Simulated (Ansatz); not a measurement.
## SiC: geometry relaxation (part 1 of 4)

System: SiC (slab, 40 atoms in the cell).
Method: DFT PBE+D3(BJ), scalar-relativistic, plane waves, PAW, no spin polarisation (Ansatz 0.2.0).

The structure derives from an entry of the Crystallography Open Database. The input holds or restrains some coordinates. It belongs to a series of runs on one base structure; here: clean slab, lower half held. Figures and captions count atoms from 1; the log counts them from 0 in places.

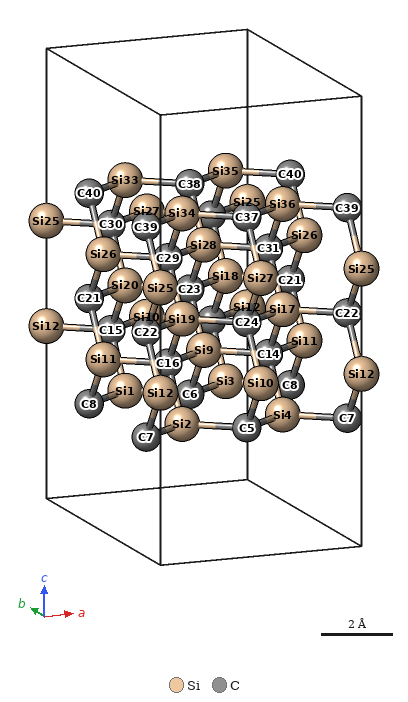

Figure 1. The structure as given in the input (ball-and-stick view of the cell of the calculation, with the vacuum cut short, seen slightly off an axis; atoms are numbered from 1 in the order of the input). Near neighbours in the crystal (not all of them lie inside the picture): Si has 3 C at 1.88 Å; C has 3 Si at 1.88 Å; Si has 4 C at 1.88 Å; C has 4 Si at 1.88 Å.

**Input file**
```yaml
crystal:
  lattice:
    - [6.1499993395, 0.0, 0.0]
    - [0.0, 8.6974124746, 0.0]
    - [0.0, 0.0, 23.1499993395]
  atoms:
    - { symbol: Si, position: [0.25, 0.75, 0.3671706368] }
    - { symbol: Si, position: [0.25, 0.25, 0.3671706368] }
    - { symbol: Si, position: [0.75, 0.75, 0.3671706368] }
    - { symbol: Si, position: [0.75, 0.25, 0.3671706368] }
    - { symbol: C, position: [0.5, 0.125, 0.3671706368] }
    - { symbol: C, position: [0.5, 0.625, 0.3671706368] }
    - { symbol: C, position: [0.0, 0.125, 0.3671706368] }
    - { symbol: C, position: [0.0, 0.625, 0.3671706368] }
    - { symbol: Si, position: [0.5, 0.5, 0.4335853184] }
    - { symbol: Si, position: [0.5, 0.0, 0.4335853184] }
    - { symbol: Si, position: [0.0, 0.5, 0.4335853184] }
    - { symbol: Si, position: [0.0, 0.0, 0.4335853184] }
    - { symbol: C, position: [0.75, 0.875, 0.4335853184] }
    - { symbol: C, position: [0.75, 0.375, 0.4335853184] }
    - { symbol: C, position: [0.25, 0.875, 0.4335853184] }
    - { symbol: C, position: [0.25, 0.375, 0.4335853184] }
    - { symbol: Si, position: [0.75, 0.25, 0.5] }
    - { symbol: Si, position: [0.75, 0.75, 0.5] }
    - { symbol: Si, position: [0.25, 0.25, 0.5] }
    - { symbol: Si, position: [0.25, 0.75, 0.5] }
    - { symbol: C, position: [0.0, 0.625, 0.5] }
    - { symbol: C, position: [0.0, 0.125, 0.5] }
    - { symbol: C, position: [0.5, 0.625, 0.5] }
    - { symbol: C, position: [0.5, 0.125, 0.5] }
    - { symbol: Si, position: [0.0, 0.0, 0.5664146816] }
    - { symbol: Si, position: [0.0, 0.5, 0.5664146816] }
    - { symbol: Si, position: [0.5, 0.0, 0.5664146816] }
    - { symbol: Si, position: [0.5, 0.5, 0.5664146816] }
    - { symbol: C, position: [0.25, 0.375, 0.5664146816] }
    - { symbol: C, position: [0.25, 0.875, 0.5664146816] }
    - { symbol: C, position: [0.75, 0.375, 0.5664146816] }
    - { symbol: C, position: [0.75, 0.875, 0.5664146816] }
    - { symbol: Si, position: [0.25, 0.75, 0.6328293632] }
    - { symbol: Si, position: [0.25, 0.25, 0.6328293632] }
    - { symbol: Si, position: [0.75, 0.75, 0.6328293632] }
    - { symbol: Si, position: [0.75, 0.25, 0.6328293632] }
    - { symbol: C, position: [0.5, 0.125, 0.6328293632] }
    - { symbol: C, position: [0.5, 0.625, 0.6328293632] }
    - { symbol: C, position: [0.0, 0.125, 0.6328293632] }
    - { symbol: C, position: [0.0, 0.625, 0.6328293632] }
basis:
  ecutwfc: 420
kpoints:
  mp_grid: { grid: [5, 3, 1] }
hamiltonian:
  xc: pbe
  dispersion: d3bj
scf:
  occupations: { method: gaussian, width: 0.05 }
output:
  forces: true
  eigenvalues: true
  write_density: true
  write_potential: true
  elf: true
  volumetric_format: npy
relax:
  adjacent_minimum: "off"
  f_tol: 0.03
  max_steps: 70
  constraints: [{ sites: [0, 1, 2, 3, 4, 5, 6, 7, 8, 9, 10, 11, 12, 13, 14, 15] }]
efield:
  axis: 3
  dipole_correction: true
  ramp_width: 0.04
```

Run on 4 threads of an x86-64 CPU, shared host.

Launch command:
```bash
ansatz run input.yaml --threads 4 --pin off --max-ram 12288MiB --backend cpu --events-out ev --progress --plain --runs-dir out
```

**What the program printed**
```
Engine: ansatz 0.2.0, x86_64-unknown-linux-gnu
Pseudopotentials: kind: paw
Pseudopotential: Si, paw, valence charge 4, recommended cutoff 420 eV (normal), Si.paw.azcp
Pseudopotential: C, paw, valence charge 4, recommended cutoff 420 eV (normal), C.paw.azcp
Functional definition: PBE
  parameter kappa = 0.804
  parameter beta = 0.06672455060314922
  exchange = pbe_x(kappa = kappa, mu = beta*pi^2/3)
  correlation = pbe_c(beta = beta)
Crystal: 40 atoms, lattice volume = 1238.272 Å³
Basis set: ecut = 420 eV, 24257 PW (Γ), exchange–correlation on 90×120×320 points (8 copies of the dense FFT grid, shifted against one another)
Bands: 120, of which v1, the nominal top of the filled ones, is band 80 counted from 1 (79 counted from 0)
Symmetry: 8 space group operations
k-points: 6 of 15 (time reversal used)
Non-local potential: Si, projectors of the file, l = 0: 2, l = 1: 2, l = 2: 2
Non-local potential: C, projectors of the file, l = 0: 2, l = 1: 2, l = 2: 1
PAW form: soft (Blöchl's): semilocal exchange-correlation on the pseudo side does not see the compensation charge
PAW one-centre angular grid: Si, 110 points (default); XC on 64 Gauss nodes
PAW one-centre angular grid: C, 110 points (default); XC on 64 Gauss nodes
Initial density: superposition of atomic densities (neutral atoms: chi_scale 0, normalization atom), corrected by the library's trained network
Initial wavefunctions: pseudopotential atomic-orbital guess
Functional: x = pbe(κ = 0.804, μ = 0.2195149727645171), c = pbe(β = 0.06672455060314922)
SCF iter   1: F=—  HF=-17727.676204 eV  |F-HF|=—  |Δ(HF+E_count)|=         —  Δρ=5.54e-3  dr2=7.47e-1  ethr=1.77e-3  p=0.000 e·Å  D=2.98e-14 V/Å  ΔV_dip=-0.00 eV  dr2_dipole=8.62e-8  V_vac-E_F(+/−)=4.95/4.95 eV  ⟨swp⟩=9.3  Hψ=4406  notcnv=0  defer=106
efield: sawtooth ramp at fractional position 0.9800 (placed from the atoms, in the widest stretch of the axis that holds none; the zero of the levels goes with the place), width 0.0400; the density the first Hamiltonian is built on has a dipole p = 0.000 e·Å; the dipole correction subtracts the counter field D = 2.98e-14 V/Å, which shifts the + side's vacuum level by -0.00 eV against the − side's; the planar-averaged density in the ramp window peaks in size at 9.7e-6 e/Å³
preconditioner: auto → LDOS  [insulator: Δε(μ)=0.069 eV  Ē_g=10.455 eV  σ=0.050 eV  W_gap=0.56  n_scr=148 (ndim 8)  ℏωp=13.3 eV  f_vac=0.566  D(μ)=5.92/eV (n_scr^D=16)  ε∞_Penn≈2.6  β→1.0]
SCF iter   2: F=—  HF=-17727.664012 eV  |F-HF|=—  |Δ(HF+E_count)|=   1.22e-2  Δρ=4.91e-3  dr2=6.21e-1  ethr=4.67e-4  p=0.000 e·Å  D=7.06e-6 V/Å  ΔV_dip=-0.00 eV  dr2_dipole=1.09e-7  V_vac-E_F(+/−)=4.82/4.82 eV  ⟨swp⟩=3.0  Hψ=1216  notcnv=0  defer=191
SCF iter   3: F=—  HF=-17727.583008 eV  |F-HF|=—  |Δ(HF+E_count)|=   8.10e-2  Δρ=7.64e-4  dr2=1.25e-2  ethr=3.88e-4  p=0.000 e·Å  D=2.93e-6 V/Å  ΔV_dip=-0.00 eV  dr2_dipole=8.82e-9  V_vac-E_F(+/−)=4.92/4.92 eV  ⟨swp⟩=2.3  Hψ=924  notcnv=0  defer=191
SCF iter   4: F=—  HF=-17727.582444 eV  |F-HF|=—  |Δ(HF+E_count)|=   5.64e-4  Δρ=1.77e-4  dr2=6.72e-4  ethr=7.84e-6  p=-0.000 e·Å  D=-1.44e-6 V/Å  ΔV_dip=0.00 eV  dr2_dipole=9.50e-9  V_vac-E_F(+/−)=4.93/4.93 eV  ⟨swp⟩=2.0  Hψ=1202  notcnv=0  defer=191
SCF iter   5: F=—  HF=-17727.582474 eV  |F-HF|=—  |Δ(HF+E_count)|=   3.04e-5  Δρ=6.14e-5  dr2=4.96e-5  ethr=4.20e-7  p=0.000 e·Å  D=2.36e-7 V/Å  ΔV_dip=-0.00 eV  dr2_dipole=1.51e-9  V_vac-E_F(+/−)=4.94/4.94 eV  ⟨swp⟩=2.0  Hψ=939  notcnv=0  defer=191
SCF iter   6: F=-17727.582489 eV  HF=-17727.582497 eV  |F-HF|=8.38e-6  |Δ(HF+E_count)|=   2.28e-5  Δρ=2.61e-5  dr2=1.74e-5  ethr=1.41e-8  p=-0.000 e·Å  D=-5.71e-7 V/Å  ΔV_dip=0.00 eV  dr2_dipole=1.85e-9  V_vac-E_F(+/−)=4.94/4.94 eV  ⟨swp⟩=37.7  Hψ=11287  notcnv=0
SCF 1 converged in 6 iterations: F = -17727.582489 eV  dr2 = 1.74e-5
  greatest PAW one-centre occupation: 0.652 electrons in one spin orbital (limit 2), on the C atom at site 15 (counted from 0), in its partial waves of l = 0
relax step   1: F+E_penalty+E_count = -17727.58248852 eV  Δ(F+E_penalty+E_count) = +0.000e0 eV  max|allowed force component| = 2.832e0 eV/Å  Δτ_max = 0.0000 Å  (6 SCF iters, dr2 threshold 2.25e-5 eV, accepted)
Initial density: handed on by an earlier stage of this run
Initial wavefunctions: those handed on with the density
iter 1 solved again at ethr=6.65e-4 eV; its pass at ethr=3.10e-3 eV (dr2=1.06e0 eV) is discarded
SCF iter   1: F=—  HF=-17729.665613 eV  |F-HF|=—  |Δ(HF+E_count)|=         —  Δρ=7.61e-3  dr2=1.06e0  ethr=6.65e-4  p=-0.000 e·Å  D=-5.77e-7 V/Å  ΔV_dip=0.00 eV  dr2_dipole=3.24e-4  V_vac-E_F(+/−)=5.01/5.01 eV  ⟨swp⟩=1.3  Hψ=2625  notcnv=0  defer=188
efield: sawtooth ramp at fractional position 0.9800 (handed on by an earlier solve), width 0.0400; the density the first Hamiltonian is built on has a dipole p = -0.000 e·Å; the dipole correction subtracts the counter field D = -5.77e-7 V/Å, which shifts the + side's vacuum level by +0.00 eV against the − side's; the planar-averaged density in the ramp window peaks in size at 1.3e-7 e/Å³
preconditioner: auto → LDOS  [insulator: Δε(μ)=0.101 eV  Ē_g=10.545 eV  σ=0.050 eV  W_gap=0.83  n_scr=148 (ndim 8)  ℏωp=13.3 eV  f_vac=0.570  D(μ)=1.82/eV (n_scr^D=2)  ε∞_Penn≈2.6  β→1.0]
SCF iter   2: F=—  HF=-17729.801061 eV  |F-HF|=—  |Δ(HF+E_count)|=   1.35e-1  Δρ=8.39e-3  dr2=2.10e0  ethr=6.62e-4  p=0.060 e·Å  D=8.76e-3 V/Å  ΔV_dip=-0.20 eV  dr2_dipole=2.26e-1  V_vac-E_F(+/−)=4.78/4.99 eV  ⟨swp⟩=3.8  Hψ=1253  notcnv=0  defer=188
SCF iter   3: F=—  HF=-17729.416780 eV  |F-HF|=—  |Δ(HF+E_count)|=   3.84e-1  Δρ=1.09e-3  dr2=3.82e-2  ethr=6.62e-4  p=-0.007 e·Å  D=-1.04e-3 V/Å  ΔV_dip=0.02 eV  dr2_dipole=8.37e-3  V_vac-E_F(+/−)=5.01/4.98 eV  ⟨swp⟩=3.0  Hψ=1264  notcnv=0  defer=187
SCF iter   4: F=—  HF=-17729.412388 eV  |F-HF|=—  |Δ(HF+E_count)|=   4.39e-3  Δρ=3.53e-4  dr2=4.56e-3  ethr=2.39e-5  p=-0.023 e·Å  D=-3.43e-3 V/Å  ΔV_dip=0.08 eV  dr2_dipole=7.20e-4  V_vac-E_F(+/−)=5.06/4.98 eV  ⟨swp⟩=2.0  Hψ=1008  notcnv=0  defer=187
SCF iter   5: F=—  HF=-17729.411770 eV  |F-HF|=—  |Δ(HF+E_count)|=   6.17e-4  Δρ=1.41e-4  dr2=1.03e-3  ethr=2.85e-6  p=-0.026 e·Å  D=-3.84e-3 V/Å  ΔV_dip=0.09 eV  dr2_dipole=3.63e-4  V_vac-E_F(+/−)=5.07/4.98 eV  ⟨swp⟩=2.0  Hψ=1040  notcnv=0  defer=187
SCF iter   6: F=—  HF=-17729.411734 eV  |F-HF|=—  |Δ(HF+E_count)|=   3.68e-5  Δρ=8.00e-5  dr2=3.16e-4  ethr=6.44e-7  p=-0.029 e·Å  D=-4.18e-3 V/Å  ΔV_dip=0.10 eV  dr2_dipole=9.64e-5  V_vac-E_F(+/−)=5.08/4.98 eV  ⟨swp⟩=2.2  Hψ=892  notcnv=0  defer=187
SCF iter   7: F=-17729.411705 eV  HF=-17729.411726 eV  |F-HF|=2.13e-5  |Δ(HF+E_count)|=   7.54e-6  Δρ=3.24e-5  dr2=2.97e-5  ethr=6.25e-8  p=-0.030 e·Å  D=-4.36e-3 V/Å  ΔV_dip=0.10 eV  dr2_dipole=6.76e-6  V_vac-E_F(+/−)=5.08/4.98 eV  ⟨swp⟩=32.2  Hψ=9610  notcnv=0
SCF 2 converged in 7 iterations: F = -17729.411705 eV  dr2 = 2.97e-5
  greatest PAW one-centre occupation: 0.657 electrons in one spin orbital (limit 2), on the C atom at site 39 (counted from 0), in its partial waves of l = 0
relax step   2: F+E_penalty+E_count = -17729.41170474 eV  Δ(F+E_penalty+E_count) = -1.829e0 eV  max|allowed force component| = 1.628e0 eV/Å  Δτ_max = 0.1990 Å  (7 SCF iters, dr2 threshold 1.00e-4 eV, accepted)
iter 1 solved again at ethr=5.50e-4 eV; its pass at ethr=3.10e-3 eV (dr2=8.80e-1 eV) is discarded
SCF iter   1: F=—  HF=-17730.100077 eV  |F-HF|=—  |Δ(HF+E_count)|=         —  Δρ=6.67e-3  dr2=8.29e-1  ethr=5.50e-4  p=-0.030 e·Å  D=-4.36e-3 V/Å  ΔV_dip=0.10 eV  dr2_dipole=1.09e-1  V_vac-E_F(+/−)=5.15/5.05 eV  ⟨swp⟩=2.0  Hψ=3014  notcnv=0  defer=190
efield: sawtooth ramp at fractional position 0.9800 (handed on by an earlier solve), width 0.0400; the density the first Hamiltonian is built on has a dipole p = -0.030 e·Å; the dipole correction subtracts the counter field D = -4.36e-3 V/Å, which shifts the + side's vacuum level by +0.10 eV against the − side's; the planar-averaged density in the ramp window peaks in size at 2.6e-7 e/Å³
preconditioner: auto → LDOS  [insulator: Δε(μ)=0.106 eV  Ē_g=10.660 eV  σ=0.050 eV  W_gap=0.75  n_scr=148 (ndim 8)  ℏωp=13.3 eV  f_vac=0.576  D(μ)=5.42/eV (n_scr^D=12)  ε∞_Penn≈2.6  β→1.0]
SCF iter   2: F=—  HF=-17730.077574 eV  |F-HF|=—  |Δ(HF+E_count)|=   2.25e-2  Δρ=4.40e-3  dr2=4.64e-1  ethr=5.18e-4  p=-0.106 e·Å  D=-1.56e-2 V/Å  ΔV_dip=0.36 eV  dr2_dipole=3.98e-3  V_vac-E_F(+/−)=5.31/4.95 eV  ⟨swp⟩=3.0  Hψ=1075  notcnv=0  defer=191
SCF iter   3: F=—  HF=-17729.973065 eV  |F-HF|=—  |Δ(HF+E_count)|=   1.05e-1  Δρ=9.00e-4  dr2=3.18e-2  ethr=2.90e-4  p=-0.099 e·Å  D=-1.45e-2 V/Å  ΔV_dip=0.33 eV  dr2_dipole=6.66e-3  V_vac-E_F(+/−)=5.33/5.00 eV  ⟨swp⟩=2.7  Hψ=1273  notcnv=0  defer=197
SCF iter   4: F=—  HF=-17729.968308 eV  |F-HF|=—  |Δ(HF+E_count)|=   4.76e-3  Δρ=2.92e-4  dr2=5.21e-3  ethr=1.99e-5  p=-0.117 e·Å  D=-1.71e-2 V/Å  ΔV_dip=0.40 eV  dr2_dipole=1.62e-3  V_vac-E_F(+/−)=5.38/4.98 eV  ⟨swp⟩=2.0  Hψ=996  notcnv=0  defer=198
SCF iter   5: F=—  HF=-17729.967991 eV  |F-HF|=—  |Δ(HF+E_count)|=   3.17e-4  Δρ=1.27e-4  dr2=6.21e-4  ethr=3.26e-6  p=-0.122 e·Å  D=-1.78e-2 V/Å  ΔV_dip=0.41 eV  dr2_dipole=1.96e-4  V_vac-E_F(+/−)=5.39/4.98 eV  ⟨swp⟩=2.2  Hψ=811  notcnv=0  defer=198
SCF iter   6: F=—  HF=-17729.967989 eV  |F-HF|=—  |Δ(HF+E_count)|=   1.95e-6  Δρ=5.51e-5  dr2=1.17e-4  ethr=3.88e-7  p=-0.124 e·Å  D=-1.81e-2 V/Å  ΔV_dip=0.42 eV  dr2_dipole=3.20e-5  V_vac-E_F(+/−)=5.39/4.98 eV  ⟨swp⟩=2.5  Hψ=945  notcnv=0  defer=198
SCF iter   7: F=-17729.967991 eV  HF=-17729.967994 eV  |F-HF|=3.43e-6  |Δ(HF+E_count)|=   5.12e-6  Δρ=1.98e-5  dr2=9.66e-6  ethr=6.25e-8  p=-0.124 e·Å  D=-1.82e-2 V/Å  ΔV_dip=0.42 eV  dr2_dipole=1.47e-6  V_vac-E_F(+/−)=5.40/4.97 eV  ⟨swp⟩=29.8  Hψ=10050  notcnv=0
SCF 3 converged in 7 iterations: F = -17729.967991 eV  dr2 = 9.66e-6
  greatest PAW one-centre occupation: 0.663 electrons in one spin orbital (limit 2), on the C atom at site 39 (counted from 0), in its partial waves of l = 0
relax step   3: F+E_penalty+E_count = -17729.96799093 eV  Δ(F+E_penalty+E_count) = -5.563e-1 eV  max|allowed force component| = 5.033e-1 eV/Å  Δτ_max = 0.1903 Å  (7 SCF iters, dr2 threshold 1.00e-4 eV, accepted)
SCF iter   1: F=—  HF=-17730.091542 eV  |F-HF|=—  |Δ(HF+E_count)|=         —  Δρ=2.78e-3  dr2=2.06e-1  ethr=1.04e-3  p=-0.124 e·Å  D=-1.82e-2 V/Å  ΔV_dip=0.42 eV  dr2_dipole=5.87e-2  V_vac-E_F(+/−)=5.34/4.92 eV  ⟨swp⟩=3.3  Hψ=1426  notcnv=0  defer=194
efield: sawtooth ramp at fractional position 0.9800 (handed on by an earlier solve), width 0.0400; the density the first Hamiltonian is built on has a dipole p = -0.124 e·Å; the dipole correction subtracts the counter field D = -1.82e-2 V/Å, which shifts the + side's vacuum level by +0.42 eV against the − side's; the planar-averaged density in the ramp window peaks in size at 1.6e-7 e/Å³
preconditioner: auto → LDOS  [insulator: Δε(μ)=0.064 eV  Ē_g=10.636 eV  σ=0.050 eV  W_gap=0.52  n_scr=148 (ndim 8)  ℏωp=13.3 eV  f_vac=0.574  D(μ)=5.89/eV (n_scr^D=16)  ε∞_Penn≈2.6  β→1.0]
SCF iter   2: F=—  HF=-17730.074068 eV  |F-HF|=—  |Δ(HF+E_count)|=   1.75e-2  Δρ=1.73e-3  dr2=8.14e-2  ethr=1.28e-4  p=-0.040 e·Å  D=-5.86e-3 V/Å  ΔV_dip=0.14 eV  dr2_dipole=3.09e-4  V_vac-E_F(+/−)=5.10/4.96 eV  ⟨swp⟩=2.2  Hψ=1292  notcnv=0  defer=194
SCF iter   3: F=—  HF=-17730.057847 eV  |F-HF|=—  |Δ(HF+E_count)|=   1.62e-2  Δρ=6.20e-4  dr2=1.90e-2  ethr=5.09e-5  p=-0.065 e·Å  D=-9.51e-3 V/Å  ΔV_dip=0.22 eV  dr2_dipole=5.00e-3  V_vac-E_F(+/−)=5.18/4.96 eV  ⟨swp⟩=2.3  Hψ=1008  notcnv=0  defer=194
SCF iter   4: F=—  HF=-17730.054974 eV  |F-HF|=—  |Δ(HF+E_count)|=   2.87e-3  Δρ=2.28e-4  dr2=3.96e-3  ethr=1.19e-5  p=-0.053 e·Å  D=-7.82e-3 V/Å  ΔV_dip=0.18 eV  dr2_dipole=1.66e-3  V_vac-E_F(+/−)=5.15/4.97 eV  ⟨swp⟩=2.2  Hψ=1064  notcnv=0  defer=194
SCF iter   5: F=—  HF=-17730.054644 eV  |F-HF|=—  |Δ(HF+E_count)|=   3.30e-4  Δρ=1.38e-4  dr2=5.23e-4  ethr=2.48e-6  p=-0.046 e·Å  D=-6.70e-3 V/Å  ΔV_dip=0.16 eV  dr2_dipole=9.01e-5  V_vac-E_F(+/−)=5.13/4.97 eV  ⟨swp⟩=2.0  Hψ=896  notcnv=0  defer=194
SCF iter   6: F=—  HF=-17730.054578 eV  |F-HF|=—  |Δ(HF+E_count)|=   6.63e-5  Δρ=4.90e-5  dr2=3.92e-5  ethr=3.27e-7  p=-0.044 e·Å  D=-6.42e-3 V/Å  ΔV_dip=0.15 eV  dr2_dipole=6.94e-6  V_vac-E_F(+/−)=5.12/4.98 eV  ⟨swp⟩=2.0  Hψ=988  notcnv=0  defer=194
SCF iter   7: F=-17730.054600 eV  HF=-17730.054598 eV  |F-HF|=1.72e-6  |Δ(HF+E_count)|=   1.99e-5  Δρ=1.14e-5  dr2=2.71e-6  ethr=1.51e-8  p=-0.044 e·Å  D=-6.38e-3 V/Å  ΔV_dip=0.15 eV  dr2_dipole=1.77e-7  V_vac-E_F(+/−)=5.12/4.98 eV  ⟨swp⟩=30.0  Hψ=9028  notcnv=0
SCF 4 converged in 7 iterations: F = -17730.054600 eV  dr2 = 2.71e-6
  Residual-converged pass: ⟨swp⟩=1.2  Hψ=745  notcnv=0  max |occ|·‖R‖ = 7.0e-9 eV (tolerance 1.0e-8 eV)  dr2=2.71e-6  dr2_onsite=2.29e-8  max |Δocc| = 2.0e-10
  greatest PAW one-centre occupation: 0.658 electrons in one spin orbital (limit 2), on the C atom at site 39 (counted from 0), in its partial waves of l = 0
relax step   4: F+E_penalty+E_count = -17730.05459951 eV  Δ(F+E_penalty+E_count) = -8.661e-2 eV  max|allowed force component| = 4.245e-1 eV/Å  Δτ_max = 0.0777 Å  (7 SCF iters, dr2 threshold 2.42e-5 eV, accepted)
```
